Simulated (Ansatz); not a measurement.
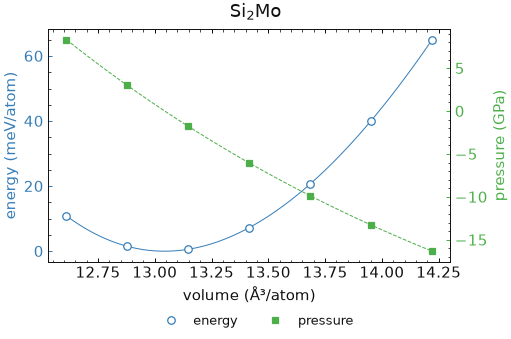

Plotted: energy and pressure against volume for Si₂Mo, space group I4/mmm (No. 139).

Starting cell:
```xyz
3
Lattice="-1.6000 1.6000 3.9305 1.6000 -1.6000 3.9305 1.6000 1.6000 -3.9305" Properties=species:S:1:pos:R:3 pbc="T T T"
Mo    0.0000    0.0000    0.0000
Si    0.0000    0.0000    5.2433
Si    0.0000    0.0000    2.6177
```

Calculation (Ansatz 0.2.0): all-electron LAPW DFT, no spin polarisation; energies at scaled volumes of the given cell, shape and fractions fixed, counted from the fit's minimum, third-order Birch-Murnaghan fit. Level: LDA.

- k mesh: 12×12×12
- occupations: Fermi–Dirac
- smearing width: 0.05 eV
- potentials: all electron LAPW, scalar relativistic
- program settings: basis error eV/atom 0.002

What equilibrium volume and bulk modulus follow from the curve?

Answer. A third-order Birch–Murnaghan fit gives V0 = 13.04 Å³/atom, B0 = 229 GPa and B′ = 4.5.

What does the pressure do across the range?

Answer. It falls from 8.32 GPa at volume 12.61 Å³/atom to −16.33 GPa at 14.22 Å³/atom, and changes sign near 13.05 Å³/atom.

Keep in mind: shape and atomic fractions are frozen while scaling, which makes layered, chain and framework solids too stiff.
